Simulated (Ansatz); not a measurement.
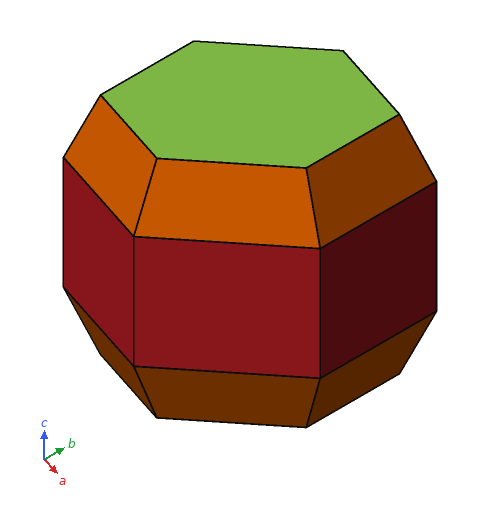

BFDH (Bravais–Friedel–Donnay–Harker) growth shape, computed from the cell and space group alone: each face lies at a distance from the centre proportional to 1/d(hkl), with d taken for the first order that the space group does not extinguish. It ignores bonding, solvent and kinetics. Faces of one form share a colour. Cell of N: space group P6_3/mmc (No. 194), a = 3.822 Å, b = 3.822 Å, c = 7.423 Å, α = 90.00°, β = 90.00°, γ = 120.00°. Origin: the end point of a relaxation with DFT PBE+D3(BJ), scalar-relativistic, plane waves, PAW (Ansatz). Forms under 0.4 % of the area are left out.

### Which form is which colour?

red: {100} (d = 3.31 Å, 37 % of the area); orange: {101} (d = 3.02 Å, 36 % of the area); green: {002} (d = 3.71 Å, 27 % of the area).
